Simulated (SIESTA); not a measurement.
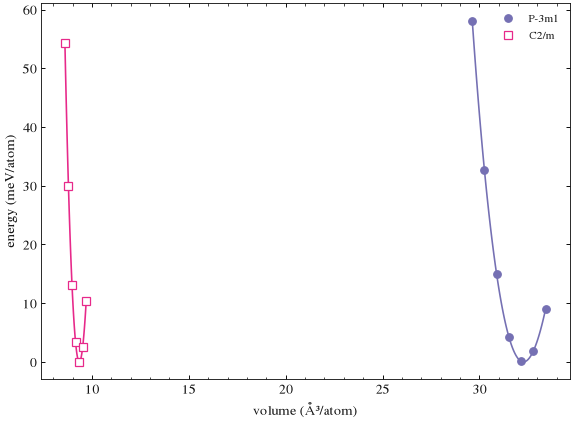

Caption: Energy against volume, with one curve for each structure, for C. Each energy curve has its own zero, so the curves don't rank the structures.

Settings that differ: P-3m1: k mesh 12×12×2; C2/m: k mesh 13×13×8.

The fitted equilibrium volumes, smallest first, are C2/m 9.347, P-3m1 32.275 Å³/atom. The fitted bulk moduli, smallest first, are P-3m1 75.3, C2/m 259.5 GPa.

Calculation (SIESTA 5.4.2): DFT in numerical atomic orbitals with pseudopotentials, no spin polarisation; energies at scaled volumes of the given cell, shape and fractions fixed, counted from the fit's minimum, third-order Birch-Murnaghan fit. Level: LDA.

occupations Fermi–Dirac; smearing width 0.05 eV; potentials PseudoDojo 0.4 standard, converted to PSML, two zetas on semicore shells.

Note: mulliken charges of long orbitals; shape and atomic fractions are frozen while scaling, which makes layered, chain and framework solids too stiff.
